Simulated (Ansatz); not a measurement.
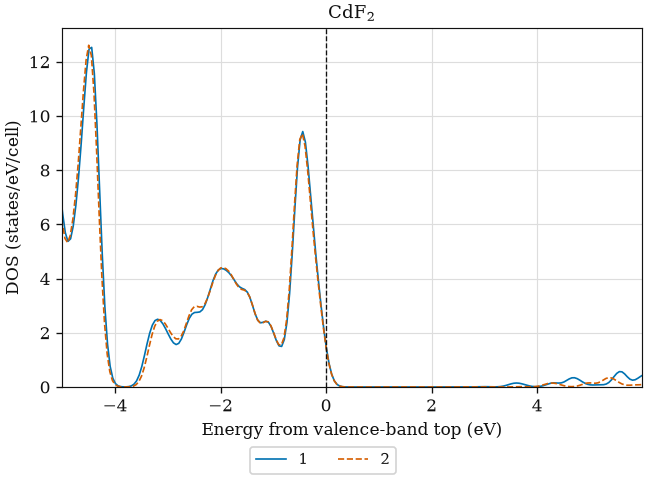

Total densities of states of CdF2, space group I4/mmm, 3 atoms in the cell, fluorite type, uniaxial (x) strain +2.5%, by two methods on the same cell. The curves are built from the levels of the k mesh with Gaussians 0.3 eV wide, which also blur the band edges. Each is counted from its own valence-band top.

Which curve is which? The methods: r2SCAN, PBE.

1 is PBE; 2 is r2SCAN. PBE gives a gap of 2.98 eV and r2SCAN gives a gap of 3.67 eV.

Settings. PBE: DFT, PBE, plane waves, PAW, no spin polarisation, 8×8×8 k mesh, 420 eV cutoff, Fermi-Dirac smearing of 0.02 eV (Ansatz 0.2.0). r2SCAN: DFT, r2SCAN, plane waves, PAW, no spin polarisation, 8×8×8 k mesh, 500 eV cutoff (Ansatz 0.2.0).
